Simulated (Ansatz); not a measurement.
## Band-structure calculation of SiC$_{3}$

The run: band-structure calculation of SiC$_{3}$ (R3m, 4 atoms in the cell). Method and program: DFT, PBE, plane waves, PAW, no spin polarisation (Ansatz 0.2.0).

The structure was built on a prototype by a generator. The geometry comes from this level: r2SCAN (a point of a series of strains). It belongs to a series of runs on one base structure; here: biaxial_xy strain +3.0%. Figures and captions count atoms from 1; the log counts them from 0 in places.

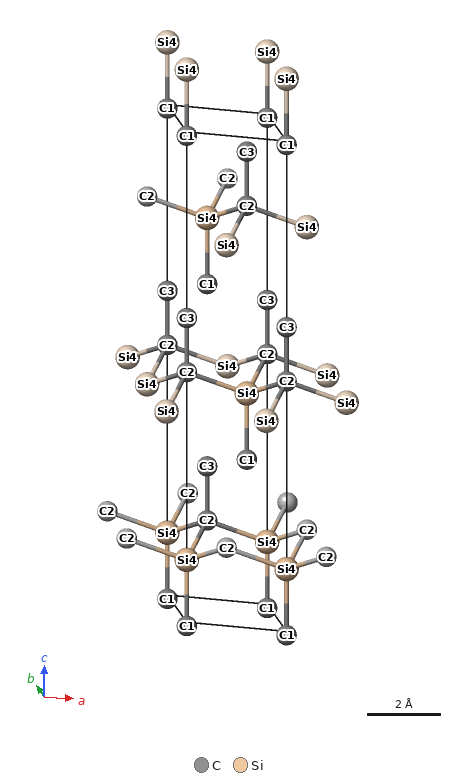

*The structure (ball-and-stick view of the cell 3 times as large as that of the calculation, set on its symmetry axes, seen slightly off an axis; neighbours outside the cell are drawn fainter; atoms are numbered from 1 in the order of the input).*

**Input file**
```yaml
crystal:
  lattice:
    - [1.4584631515, 0.8420440931, 4.6700734304]
    - [-1.4584631515, 0.8420440931, 4.6700734304]
    - [0.0, -1.6840881863, 4.6700734304]
  atoms:
    - { symbol: C, position: [1.00776904, 0.00776904, 0.00776904] }
    - { symbol: C, position: [0.4898598165, 0.4898598165, 0.4898598165] }
    - { symbol: C, position: [0.379562453, 0.379562453, 0.379562453] }
    - { symbol: Si, position: [0.8728086904, 0.8728086904, 0.8728086904] }
kpoints:
  mp_grid: { grid: [10, 10, 10] }
  band_path:
    path:
      - [0.0, 0.0, 0.0]
      - [-0.5, -0.5, -0.5]
      - [-0.5, -0.187080252, -0.812919748]
      - [-0.187080252, 0.187080252, -0.5]
      - [0.0, 0.0, -0.5]
      - [0.0, 0.343540126, -0.343540126]
      - [-0.343540126, 0.0, -0.656459874]
      - [-0.5, 0.0, -0.5]
      - [0.1, -0.5, -0.5]
    npoints: 1
hamiltonian:
  xc: pbe
scf:
  occupations: { method: fermi_dirac, width: 0.02 }
  n_extra_bands: 5
output:
  forces: true
  stress: true
  eigenvalues: true
  write_density: true
  write_potential: true
  elf: true
  volumetric_format: npy
```

Run on 4 threads of an Arm (aarch64) CPU, shared host.

Launched with:
```bash
ansatz run input.yaml --threads 4 --pin off --max-ram 3686MiB --backend cpu --events-out ev --progress --plain --runs-dir out
```

**Output**
```
basis.fft_grid_basis auto: the FFT boxes are laid along the combinations [[1, -1, 0], [0, 1, 0], [0, -1, 1]] of the cell's own vectors, 2.917, 4.964 and 2.917 Å long. The dense box has 20×36×20 points. Along the cell's own vectors, as sized, it would have 36×36×36, 3.24 times as many. Of the 6 symmetry operations that the crystal satisfies within crystal.symmetry.tolerance (time reversal apart; of a slab, those that keep its plane) the dense box along the cell's own vectors carries 6, and the one as laid loses 4 of those. basis.fft_grid_basis: typed keeps the cell's own vectors: state it where this run's energies or levels are differenced outside the engine with another run's, or held beside a run that keeps those vectors. Those combinations have planes normal to reciprocal vector 3, as the cell's own vectors have. Each planar average written beside output.write_density, output.write_potential has a row for each plane of the box: 20. The volumetric files lie along those combinations, not along the cell's own vectors: a cube or XSF file states them, and fields.json those of NumPy files.
scf.n_extra_bands = 5 over 8 filled bands (N_el = 16.0): the run solves 13 bands
Engine: ansatz 0.2.0, aarch64-unknown-linux-gnu
Pseudopotentials: kind: paw
Pseudopotential: C, paw, valence charge 4, recommended cutoff 420 eV (normal), C.paw.azcp
Pseudopotential: Si, paw, valence charge 4, recommended cutoff 420 eV (normal), Si.paw.azcp
Functional definition: PBE
  parameter kappa = 0.804
  parameter beta = 0.06672455060314922
  exchange = pbe_x(kappa = kappa, mu = beta*pi^2/3)
  correlation = pbe_c(beta = beta)
Crystal: 4 atoms, lattice volume = 34.412 Å³
Basis set: ecut = 420 eV, 669 PW (Γ), FFT grids on a1−a2, a2, −a2+a3, exchange–correlation on 40×72×40 points (8 copies of the dense FFT grid, shifted against one another)
Bands: 13, of which v1, the nominal top of the filled ones, is band 8 counted from 1 (7 counted from 0)
Symmetry: 6 space group operations
Space group: R3m (ITA 160), of the structure as read, at distance tolerance 3.3e-5 Å
k-points: 116 of 1000 (time reversal used)
Non-local potential: C, projectors of the file, l = 0: 2, l = 1: 2, l = 2: 1
Non-local potential: Si, projectors of the file, l = 0: 2, l = 1: 2, l = 2: 2
PAW form: soft (Blöchl's): semilocal exchange-correlation on the pseudo side does not see the compensation charge
PAW one-centre angular grid: C, 110 points (default); XC on 64 Gauss nodes
PAW one-centre angular grid: Si, 110 points (default); XC on 64 Gauss nodes
Initial density: superposition of atomic densities (neutral atoms: chi_scale 0, normalization atom), corrected by the library's trained network
Initial wavefunctions: pseudopotential atomic-orbital guess
Functional: x = pbe(κ = 0.804, μ = 0.2195149727645171), c = pbe(β = 0.06672455060314922)
SCF iter   1: F=—  HF=-1386.472338 eV  |F-HF|=—  |Δ(HF+E_count)|=         —  Δρ=6.23e-3  dr2=2.52e-2  ethr=1.77e-3  ⟨swp⟩=6.3  Hψ=9851  notcnv=0
preconditioner: auto → none  [insulator: Δε(μ)=1.862 eV  Ē_g=13.260 eV  σ=0.020 eV  W_gap=1.00  n_scr=2 (ndim 8)  ℏωp=25.3 eV  f_vac=0.000  D(μ)=0.00/eV (n_scr^D=0)  ε∞_Penn≈4.6]
SCF iter   2: F=—  HF=-1386.466648 eV  |F-HF|=—  |Δ(HF+E_count)|=   5.69e-3  Δρ=2.46e-3  dr2=1.97e-3  ethr=1.57e-4  ⟨swp⟩=2.1  Hψ=2963  notcnv=0  defer=116
SCF iter   3: F=—  HF=-1386.466333 eV  |F-HF|=—  |Δ(HF+E_count)|=   3.15e-4  Δρ=8.18e-4  dr2=1.99e-4  ethr=1.23e-5  ⟨swp⟩=2.5  Hψ=2514  notcnv=0  defer=116
SCF iter   4: F=—  HF=-1386.466329 eV  |F-HF|=—  |Δ(HF+E_count)|=   3.73e-6  Δρ=2.39e-4  dr2=7.65e-6  ethr=1.24e-6  ⟨swp⟩=2.2  Hψ=2036  notcnv=0  defer=116
SCF iter   5: F=—  HF=-1386.466353 eV  |F-HF|=—  |Δ(HF+E_count)|=   2.36e-5  Δρ=3.62e-5  dr2=1.52e-7  ethr=4.78e-8  ⟨swp⟩=2.7  Hψ=2412  notcnv=0  defer=116
SCF iter   6: F=-1386.466353 eV  HF=-1386.466353 eV  |F-HF|=1.85e-9  |Δ(HF+E_count)|=   2.26e-7  Δρ=3.20e-6  dr2=1.83e-9  ethr=6.25e-10  ⟨swp⟩=12.3  Hψ=10702  notcnv=0
SCF 1 converged in 6 iterations: F = -1386.466353 eV  dr2 = 1.83e-9
  greatest PAW one-centre occupation: 0.652 electrons in one spin orbital (limit 2), on the C atom at site 1 (counted from 0), in its partial waves of l = 0
```

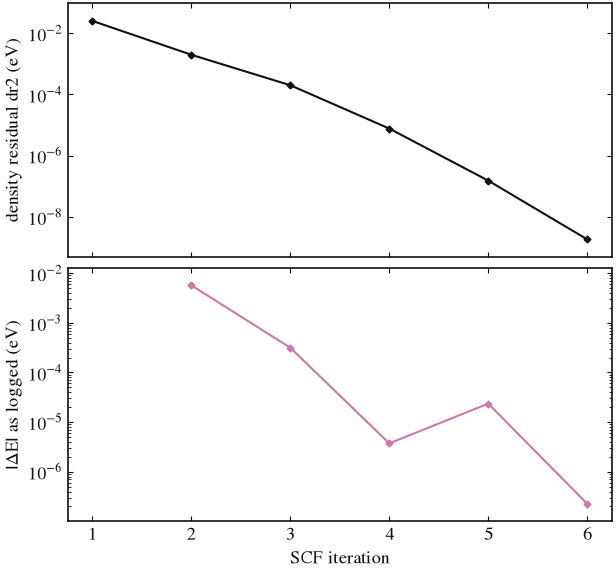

*Convergence of the self-consistent field: density residual dr2 and size of the energy change against the SCF iteration.*

The residual falls at every step.

```
NSCF: frozen V_eff on 9 k-points
SCF converged after 6 iterations
Free energy (F): -1386.466353 eV
Harris-Foulkes:  -1386.466353 eV  (|F-HF|=1.85e-9)
Internal energy: -1386.466353 eV  (E = F + TS)
E sigma→0 (E₀):  -1386.466353 eV
Fermi energy:    11.153155 eV
--- Per-component energies (eV) ---
  E_band       = 47.120796
  E_kinetic    = 308.135910
  E_local      = -263.537407  (includes V_loc(G=0)·N_el)
  E_nonlocal   = 105.004303
  E_hartree    = 72.379018
  E_xc         = -199.744414
  E_vxc        = -226.036842  (∫ρ·V_xc dr)
  E_paw        = -809.563453  (= ΣΔE_a)
  E_vpaw       = -21.203070  (= ΣTr[D̂ρ^β])
  E_aug_tail   = 0.000026  (compensation charges beyond the density's cutoff)
  E_ewald      = -599.140336
  E_smearing   = -0.000000  (= −TS)
  E_closure    = 0.000000  (closes the sum)
  Σ components = -1386.466353   (vs F -1386.466353, Δ=0.00e0)
--- Forces (eV/Å), atoms counted from 1 ---
  atom   1  C      0.00000000    -0.00000000     0.22684015
  atom   2  C      0.00000000     0.00000000    -0.28516216
  atom   3  C      0.00000000     0.00000000    -0.11317068
  atom   4  Si     0.00000000    -0.00000000     0.17144820
  max |Σ_I F_I| component: 4.45e-5 eV/Å
--- Stress (GPa, compression-positive) ---
      -15.238707       0.000000       0.000000
        0.000000     -15.238707      -0.000000
        0.000000      -0.000000      -0.453311
  P = ⅓ Tr σ = -10.3102 GPa (-103.102 kbar)
--- Band table (eV; the first three rows and the last of 116) ---
  k-point 0: bands = ["-7.4787", "-2.7518", "-0.4366", "7.5354", "7.5354", "9.4805", "10.2596", "10.2596", "13.2707", "14.7524", "14.7524", "15.6504", "17.9209"]
  k-point 1: bands = ["-7.2914", "-2.6298", "-0.2386", "6.6029", "7.2978", "9.1003", "9.5245", "9.9060", "13.8616", "14.9084", "15.2547", "15.8164", "17.7346"]
  k-point 2: bands = ["-6.7375", "-2.2719", "0.2967", "4.7607", "6.7587", "7.4056", "8.6996", "9.1782", "13.9396", "15.3104", "16.3789", "16.4936", "17.5926"]
  k-point 115: bands = ["-6.7210", "-5.1683", "3.7071", "5.8038", "7.6501", "7.6501", "9.8334", "9.8334", "13.4083", "15.3973", "15.3973", "15.5861", "18.9698"]
```

**File rho_z.tsv**
```
# z_ang	rho[e/angstrom^3]
# format = ansatz-planar-average/11
# lattice	1.458463152	0.842044093	4.670073430
# lattice	-1.458463152	0.842044093	4.670073430
# lattice	0.000000000	-1.684088186	4.670073430
# sites	4
# site	6	1.458463152	0.842044093	4.778919392
# site	6	0.000000000	-0.000000000	6.863043941
# site	6	0.000000000	-0.000000000	5.317753581
# site	14	0.000000000	-0.000000000	12.228242025
0.000000	4.202296e-1
0.248222	4.401667e-1
0.496445	4.585014e-1
0.744667	4.747747e-1
0.992889	4.908537e-1
1.241112	5.083696e-1
1.489334	5.262275e-1
1.737557	5.405724e-1
1.985779	5.473318e-1
2.234001	5.450654e-1
2.482224	5.345129e-1
2.730446	5.156723e-1
2.978668	4.878316e-1
3.226891	4.533196e-1
3.475113	4.189822e-1
3.723336	3.926229e-1
3.971558	3.788327e-1
4.219780	3.777030e-1
4.468003	3.862875e-1
4.716225	4.013241e-1
```

**File v_z.tsv**
```
# z_ang	v_es[eV]	v_tot[eV]
# format = ansatz-planar-average/11
# xc	pbe
# density_cutoff_ev	1680
# datasets	C=:simpson_from_first_knot:soft	Si=:simpson_from_first_knot:soft
# lattice	1.458463152	0.842044093	4.670073430
# lattice	-1.458463152	0.842044093	4.670073430
# lattice	0.000000000	-1.684088186	4.670073430
# sites	4
# site	6	1.458463152	0.842044093	4.778919392
# site	6	0.000000000	-0.000000000	6.863043941
# site	6	0.000000000	-0.000000000	5.317753581
# site	14	0.000000000	-0.000000000	12.228242025
0.000000	-9.364463e-1	-1.266833e1
0.248222	2.873894e-1	-1.140237e1
0.496445	2.028626e0	-9.660469e0
0.744667	3.633482e0	-8.152014e0
0.992889	4.500744e0	-7.399751e0
1.241112	4.346198e0	-7.626355e0
1.489334	3.290047e0	-8.720462e0
1.737557	1.941800e0	-1.006425e1
1.985779	9.490783e-1	-1.101516e1
2.234001	6.564037e-1	-1.122790e1
2.482224	1.140634e0	-1.063542e1
2.730446	2.151762e0	-9.498468e0
2.978668	3.135100e0	-8.374925e0
3.226891	3.639100e0	-7.798429e0
3.475113	3.565571e0	-7.910015e0
3.723336	2.900653e0	-8.653691e0
3.971558	1.651489e0	-9.971566e0
4.219780	2.384083e-1	-1.144037e1
4.468003	-8.601317e-1	-1.258268e1
4.716225	-1.321097e0	-1.306555e1
```

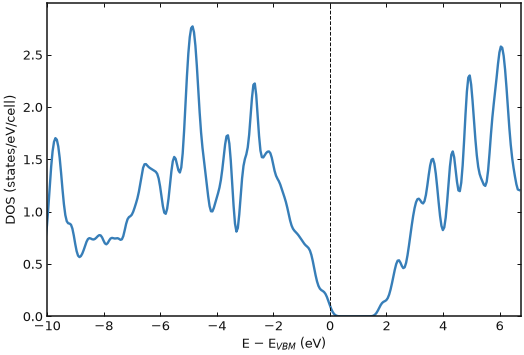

*Density of states (the curve is built from the levels of the k mesh with Gaussians 0.3 eV wide, which also blur the band edges), with energies from the valence-band top.*

There is a gap of 1.81 eV on the k-point mesh. Small ripples come from the finite k-point mesh.

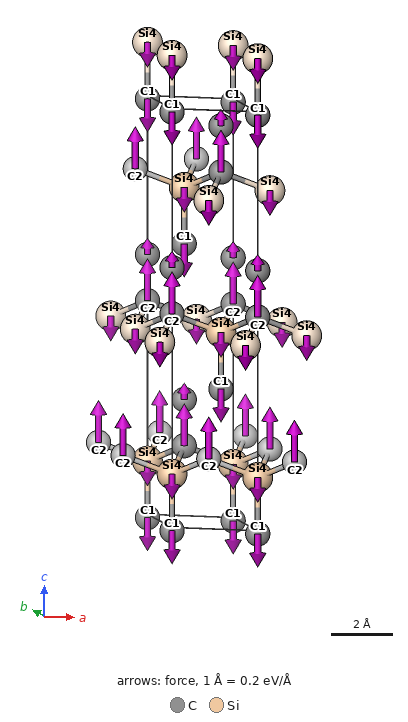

*Forces on the atoms as pink arrows (ball-and-stick view of the cell 3 times as large as that of the calculation, set on its symmetry axes, seen slightly off an axis; neighbours outside the cell are drawn fainter; atoms are numbered from 1 in the order of the input).*

The largest act on C2 (0.29 eV/Å); C1 (0.23 eV/Å); Si4 (0.17 eV/Å); C3 (0.11 eV/Å). The geometry is not a stationary point of this energy.

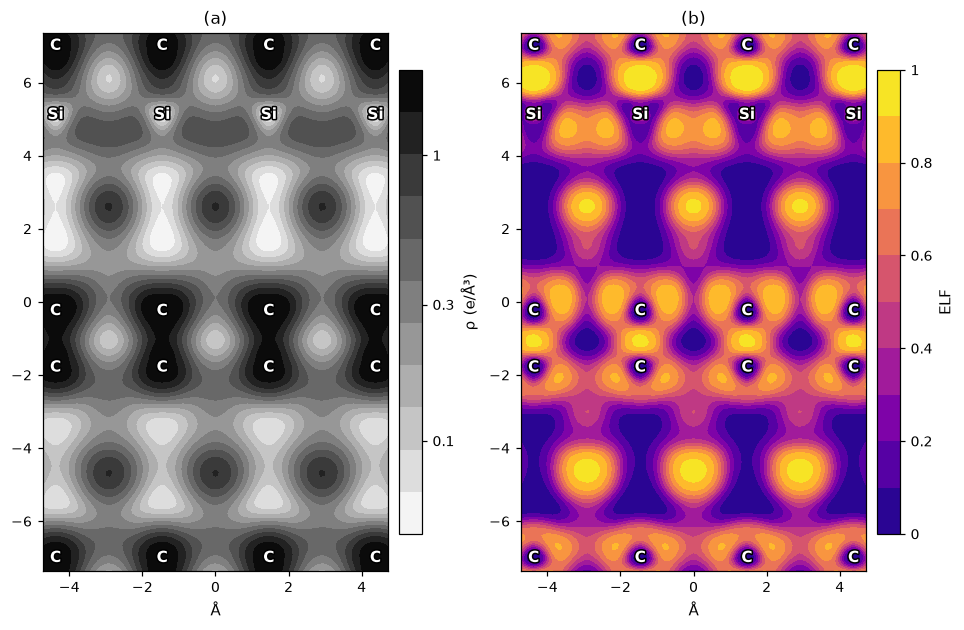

*(a) valence electron density; (b) ELF on the (010) plane of the conventional cell.*

Atoms in the plane: C and Si. C–C (1.55 Å): ρ at the midpoint is about 1.5 e/Å³; the ELF peaks at about 0.95 between the atoms, which marks a covalent bond. Away from the nuclei the density in this plane falls to 0.05 e/Å³ at its lowest. Core electrons are frozen (PAW), so the fields are smoothed inside the atomic spheres.

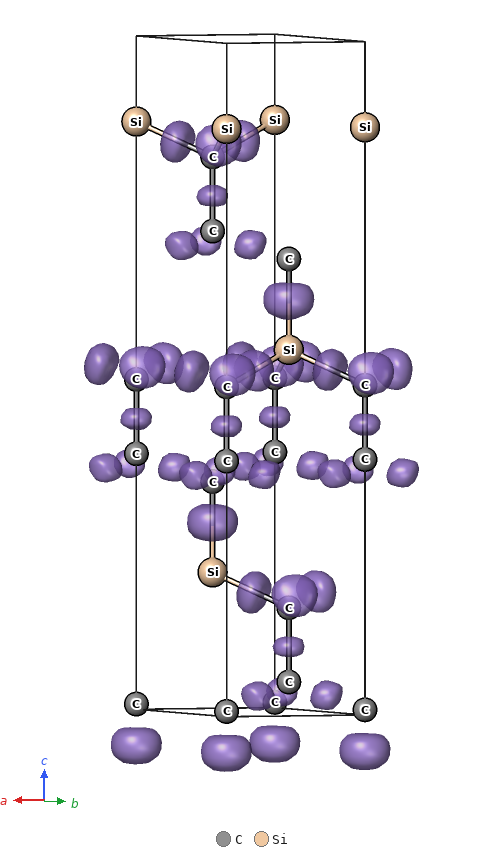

*Isosurface of the electron localisation function at 0.85 (purple), seen at an oblique angle. Only the valence region is drawn (cores and ρ < 0.01 e/Å³ removed). Sticks mark near contacts. The outline is the cell set on symmetry axes.*

Profiles from the grid: C–C (1.55 Å): the ELF peaks at about 0.95 between the atoms, as expected for localised, shared-pair bonding.

**Results in brief**

| quantity | value |
| --- | --- |
| outcome | converged |
| space group (tolerance 0.01 Å) | R3m (160) |
| electrons treated | 16 |
| free energy | −1386.4664 eV |
| Fermi energy | 11.153 eV |
| gap on the k-point mesh | 1.81 eV |
| pressure | −10.31 GPa |
| largest force (length of the vector) | 0.285 eV/Å |
| wall time | 2.5 s (CPU time 9.1 s) |
| peak memory | 0.36 GiB |
